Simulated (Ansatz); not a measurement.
Run report: C, single-point calculation (part 2 of 2)

The same run, continued: C (48 atoms in the cell); DFT PBE, scalar-relativistic, plane waves, PAW, no spin polarisation (Ansatz 0.2.0); cutoff 420 eV, 2×2×2 k-mesh, Gaussian smearing of 0.05 eV. The structure derives from an entry of the Crystallography Open Database.

### Output, continued
```
  k-point 0: bands = ["-12.7863", "-12.5115", "-10.8300", "-10.8300", "-10.7122", "-10.7122", "-10.7122", "-10.7122", "-10.7122", "-10.7122", "-10.7122", "-10.7122", "-10.5881", "-10.5881", "-7.4868", "-7.4314", "-7.4314", "-7.4314", "-7.4314", "-7.3847", "-6.4096", "-6.3790", "-6.3790", "-6.3790", "-6.3790", "-6.3324", "-5.8416", "-5.8416", "-5.7534", "-5.7534", "-5.7534", "-5.7534", "-5.6689", "-5.6689", "-3.6883", "-3.6883", "-3.6883", "-3.6883", "-1.6230", "-0.9550", "-0.9550", "-0.9298", "-0.9298", "-0.9298", "-0.9298", "-0.9298", "-0.9298", "-0.9298", "-0.9298", "-0.9057", "-0.9057", "0.2356", "0.4013", "0.4155", "0.4155", "0.4258", "0.4258", "0.4258", "0.4258", "0.4324", "0.4324", "0.4324", "0.4324", "0.4324", "0.4324", "0.4324", "0.4324", "0.4508", "0.4513", "0.4513", "0.7286", "0.7286", "1.4965", "1.4965", "1.4965", "1.4965", "1.4965", "1.4965", "1.4965", "1.4965", "2.4106", "2.4106", "3.7899", "3.7899", "3.8057", "3.8058", "4.0782", "4.4568", "4.4568", "4.4568", "4.4568", "4.7249", "6.2068", "6.2068", "6.7828", "6.7828", "6.7828", "6.7828", "7.4674", "7.4674", "8.3068", "8.4526", "8.4526", "8.4526", "8.4526", "8.9490", "10.9923", "12.9069", "12.9069", "13.0496", "13.0496", "13.1014", "13.1014", "13.1014", "13.1014", "13.1014", "13.1014", "13.1014", "13.1014", "13.7492", "13.7492", "13.9744", "14.1511", "14.1511", "14.1511", "14.1511", "14.3353", "15.1052", "15.1053", "15.1506", "15.1507", "15.6714", "15.6714", "15.6714", "15.6714", "15.6714", "15.6714", "15.6714", "15.6714", "16.6967", "16.6967", "16.9037", "16.9037", "16.9037"]
  k-point 1: bands = ["-12.2926", "-12.2926", "-12.0263", "-12.0263", "-11.1923", "-11.1923", "-11.1923", "-11.1923", "-9.2955", "-9.2955", "-9.2955", "-9.2955", "-9.2955", "-9.2955", "-9.2955", "-9.2955", "-8.4812", "-8.4812", "-8.2799", "-8.2799", "-7.0637", "-7.0637", "-6.9658", "-6.9658", "-6.0100", "-6.0100", "-5.9422", "-5.9422", "-3.7862", "-3.7862", "-3.7862", "-3.7862", "-3.7862", "-3.7862", "-3.7862", "-3.7862", "-3.7265", "-3.7265", "-3.6574", "-3.6574", "-2.1222", "-2.1222", "-2.0709", "-2.0709", "-1.4269", "-1.4269", "-1.3406", "-1.3406", "-1.0247", "-1.0247", "-0.5889", "-0.5889", "-0.5889", "-0.5889", "0.2704", "0.2704", "0.2704", "0.2704", "0.2704", "0.2704", "0.2704", "0.2704", "0.7940", "0.7940", "0.9386", "0.9386", "0.9386", "0.9386", "1.7924", "1.7924", "1.7924", "1.7924", "2.0975", "2.0975", "2.1261", "2.1261", "2.7751", "2.7751", "2.7963", "2.7963", "3.0463", "3.0463", "3.0463", "3.0463", "3.0463", "3.0463", "3.0463", "3.0463", "3.4408", "3.4408", "4.6736", "4.6736", "4.7980", "4.7980", "5.3068", "5.3068", "8.2192", "8.2192", "8.5143", "8.5143", "9.3200", "9.3200", "9.8764", "9.8764", "10.4859", "10.4859", "10.4859", "10.4859", "10.4859", "10.4859", "10.4859", "10.4859", "11.5880", "11.5880", "13.8572", "13.8572", "13.8572", "13.8572", "14.7742", "14.7742", "14.7742", "14.7742", "15.0472", "15.0472", "15.0472", "15.0472", "15.0472", "15.0472", "15.0472", "15.0472", "15.4235", "15.4235", "15.4632", "15.4632", "15.4632", "15.4632", "15.5393", "15.5393", "16.3465", "16.3465", "16.4322", "16.4322", "16.4418", "16.4418"]
  k-point 2: bands = ["-12.2555", "-12.2555", "-12.0673", "-12.0673", "-11.2789", "-11.2789", "-11.1022", "-11.1022", "-9.3711", "-9.3711", "-9.3711", "-9.3711", "-9.2173", "-9.2173", "-9.2173", "-9.2173", "-8.4527", "-8.4527", "-8.3105", "-8.3105", "-7.0475", "-7.0475", "-6.9779", "-6.9779", "-6.0039", "-6.0039", "-5.9556", "-5.9556", "-3.8325", "-3.8325", "-3.8325", "-3.8325", "-3.7388", "-3.7388", "-3.7388", "-3.7388", "-3.7160", "-3.7160", "-3.6671", "-3.6671", "-2.1164", "-2.1164", "-2.0800", "-2.0800", "-1.4146", "-1.4146", "-1.3537", "-1.3537", "-0.7961", "-0.7961", "-0.6203", "-0.6203", "-0.5573", "-0.5573", "0.2496", "0.2496", "0.2497", "0.2497", "0.2916", "0.2916", "0.2917", "0.2917", "0.3708", "0.3708", "0.4777", "0.4777", "1.5827", "1.5827", "1.7772", "1.7772", "1.8077", "1.8077", "2.1018", "2.1018", "2.1221", "2.1221", "2.5553", "2.5553", "2.5553", "2.5553", "2.7779", "2.7779", "2.7929", "2.7929", "3.5863", "3.5863", "3.5863", "3.5863", "3.6204", "3.6204", "4.5765", "4.5765", "4.7919", "4.7919", "5.2505", "5.2505", "8.1886", "8.1886", "8.4130", "8.4130", "9.4020", "9.4020", "9.7937", "9.7937", "10.2103", "10.2103", "10.2104", "10.2104", "10.8115", "10.8115", "10.8116", "10.8116", "12.2841", "12.2841", "13.2732", "13.2732", "13.8337", "13.8337", "14.3310", "14.3310", "14.7593", "14.7593", "14.9271", "14.9271", "14.9271", "14.9271", "14.9789", "14.9789", "15.1420", "15.1420", "15.1420", "15.1420", "15.3976", "15.3976", "15.5259", "15.5259", "15.8982", "15.8982", "15.8982", "15.8982", "16.1939", "16.1939", "16.4961", "16.4961"]
  k-point 4: bands = ["-12.1634", "-12.1634", "-12.1634", "-12.1634", "-11.3139", "-11.3139", "-11.0638", "-11.0638", "-9.4018", "-9.4018", "-9.4018", "-9.4018", "-9.1842", "-9.1842", "-9.1842", "-9.1842", "-8.3827", "-8.3827", "-8.3827", "-8.3827", "-7.0107", "-7.0107", "-7.0107", "-7.0107", "-5.9832", "-5.9832", "-5.9832", "-5.9832", "-3.8514", "-3.8514", "-3.8514", "-3.8514", "-3.7190", "-3.7190", "-3.7190", "-3.7190", "-3.6911", "-3.6911", "-3.6911", "-3.6911", "-2.0993", "-2.0993", "-2.0993", "-2.0993", "-1.3843", "-1.3843", "-1.3843", "-1.3843", "-0.6332", "-0.6332", "-0.5440", "-0.5440", "-0.2010", "-0.2010", "-0.2010", "-0.2010", "0.1521", "0.1521", "0.2409", "0.2409", "0.2409", "0.2409", "0.3005", "0.3005", "0.3005", "0.3005", "1.7711", "1.7711", "1.8140", "1.8140", "1.8810", "1.8810", "2.1120", "2.1120", "2.1120", "2.1120", "2.3632", "2.3632", "2.3632", "2.3632", "2.7855", "2.7855", "2.7855", "2.7855", "3.8284", "3.8284", "3.8284", "3.8284", "4.0781", "4.0781", "4.0781", "4.0781", "5.0513", "5.0513", "5.0513", "5.0513", "8.2363", "8.2363", "8.2363", "8.2363", "9.5987", "9.5987", "9.5987", "9.5987", "10.1147", "10.1147", "10.1147", "10.1147", "10.9590", "10.9590", "10.9590", "10.9590", "12.7266", "12.7266", "13.7222", "13.7222", "14.0451", "14.0451", "14.0451", "14.0451", "14.3804", "14.3804", "14.7249", "14.7249", "14.8570", "14.8570", "14.8570", "14.8570", "14.9803", "14.9803", "15.0988", "15.0988", "15.0988", "15.0988", "15.4251", "15.4251", "15.4251", "15.4251", "15.5104", "15.5104", "15.5104", "15.5104", "16.6283", "16.6283"]
```

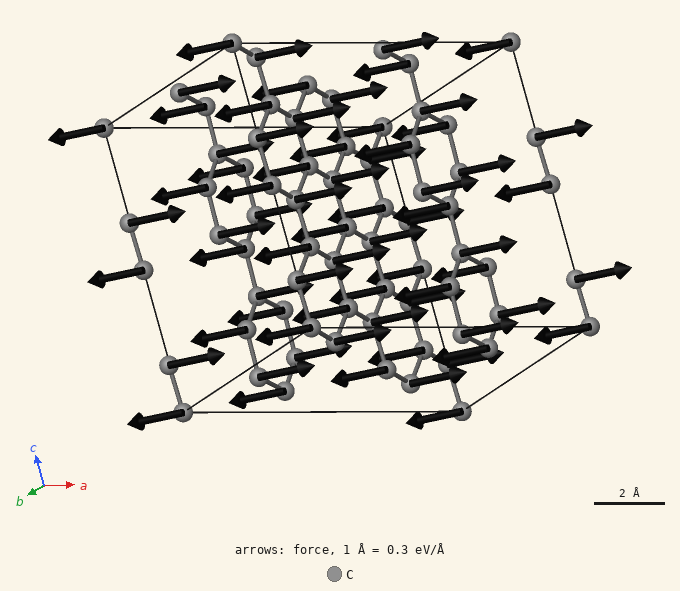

**Figure 1.** Forces on the atoms as black arrows (ball-and-stick view of the cell of the calculation, seen at an oblique angle). The largest act on all 48 C atoms (0.57 eV/Å). Atoms are counted from 1 in the order of the input and aren't labelled in the picture. The geometry is not a stationary point of this energy.

This output came from the following input.

### The input
```yaml
crystal:
  lattice:
    - [3.705, -2.139083, -6.79]
    - [3.705, -2.139083, 6.79]
    - [-7.41, -4.278165, 0.0]
  atoms:
    - { symbol: C, position: [0.0, 0.0, 0.0] }
    - { symbol: C, position: [0.5, 0.5, 0.0] }
    - { symbol: C, position: [0.666667, 0.666666, 0.833333] }
    - { symbol: C, position: [0.166667, 0.166666, 0.833333] }
    - { symbol: C, position: [0.333333, 0.333334, 0.666667] }
    - { symbol: C, position: [0.833333, 0.833334, 0.666667] }
    - { symbol: C, position: [0.0, 0.0, 0.5] }
    - { symbol: C, position: [0.5, 0.5, 0.5] }
    - { symbol: C, position: [0.666667, 0.666666, 0.333333] }
    - { symbol: C, position: [0.166667, 0.166666, 0.333333] }
    - { symbol: C, position: [0.333333, 0.333334, 0.166667] }
    - { symbol: C, position: [0.833333, 0.833334, 0.166667] }
    - { symbol: C, position: [0.75, 0.25, 0.0] }
    - { symbol: C, position: [0.25, 0.75, 0.0] }
    - { symbol: C, position: [0.416667, 0.916666, 0.833333] }
    - { symbol: C, position: [0.916667, 0.416666, 0.833333] }
    - { symbol: C, position: [0.083333, 0.583334, 0.666667] }
    - { symbol: C, position: [0.583333, 0.083334, 0.666667] }
    - { symbol: C, position: [0.75, 0.25, 0.5] }
    - { symbol: C, position: [0.25, 0.75, 0.5] }
    - { symbol: C, position: [0.416667, 0.916666, 0.333333] }
    - { symbol: C, position: [0.916667, 0.416666, 0.333333] }
    - { symbol: C, position: [0.083333, 0.583334, 0.166667] }
    - { symbol: C, position: [0.583333, 0.083334, 0.166667] }
    - { symbol: C, position: [0.164167, 0.169167, 0.0] }
    - { symbol: C, position: [0.664167, 0.669167, 0.0] }
    - { symbol: C, position: [0.830834, 0.835833, 0.833333] }
    - { symbol: C, position: [0.330834, 0.335833, 0.833333] }
    - { symbol: C, position: [0.4975, 0.502501, 0.666667] }
    - { symbol: C, position: [0.9975, 0.002501, 0.666667] }
    - { symbol: C, position: [0.164167, 0.169167, 0.5] }
    - { symbol: C, position: [0.664167, 0.669167, 0.5] }
    - { symbol: C, position: [0.830834, 0.835833, 0.333333] }
    - { symbol: C, position: [0.330834, 0.335833, 0.333333] }
    - { symbol: C, position: [0.4975, 0.502501, 0.166667] }
    - { symbol: C, position: [0.9975, 0.002501, 0.166667] }
    - { symbol: C, position: [0.580833, 0.085833, 0.0] }
    - { symbol: C, position: [0.080833, 0.585833, 0.0] }
    - { symbol: C, position: [0.2475, 0.752499, 0.833333] }
    - { symbol: C, position: [0.7475, 0.252499, 0.833333] }
    - { symbol: C, position: [0.914166, 0.419167, 0.666667] }
    - { symbol: C, position: [0.414166, 0.919167, 0.666667] }
    - { symbol: C, position: [0.580833, 0.085833, 0.5] }
    - { symbol: C, position: [0.080833, 0.585833, 0.5] }
    - { symbol: C, position: [0.2475, 0.752499, 0.333333] }
    - { symbol: C, position: [0.7475, 0.252499, 0.333333] }
    - { symbol: C, position: [0.914166, 0.419167, 0.166667] }
    - { symbol: C, position: [0.414166, 0.919167, 0.166667] }
basis:
  ecutwfc: 420
  fft_grid_basis: typed
kpoints:
  mp_grid: { grid: [2, 2, 2] }
hamiltonian:
  xc: pbe
  pseudopotentials: { kind: paw }
scf:
  occupations: { method: gaussian, width: 0.05 }
output:
  forces: true
  stress: false
  eigenvalues: true
  bader: false
  write_density: true
  volumetric_format: npy
```

Run as:
```bash
ansatz run input.yaml --threads 4 --pin off --max-ram 10240MiB --backend cpu --events-out ev --progress --plain --runs-dir out
```

### Summary

| quantity | value |
| --- | --- |
| outcome | converged |
| space group (tolerance 0.01 Å) | P6₃mc (186) |
| electrons treated | 192 |
| free energy | −12043.5814 eV |
| Fermi energy | 6.797 eV |
| gap on the k-point mesh | none (metallic) |
| largest force (length of the vector) | 0.565 eV/Å |
| hardware | 4 threads of Arm Neoverse N1, 98 GiB of memory available, shared host |
| wall time | 9.7 s (CPU time 35 s) |
| peak memory | 1.6 GiB |

### Notes

The program warns: the structure was made exactly symmetric.
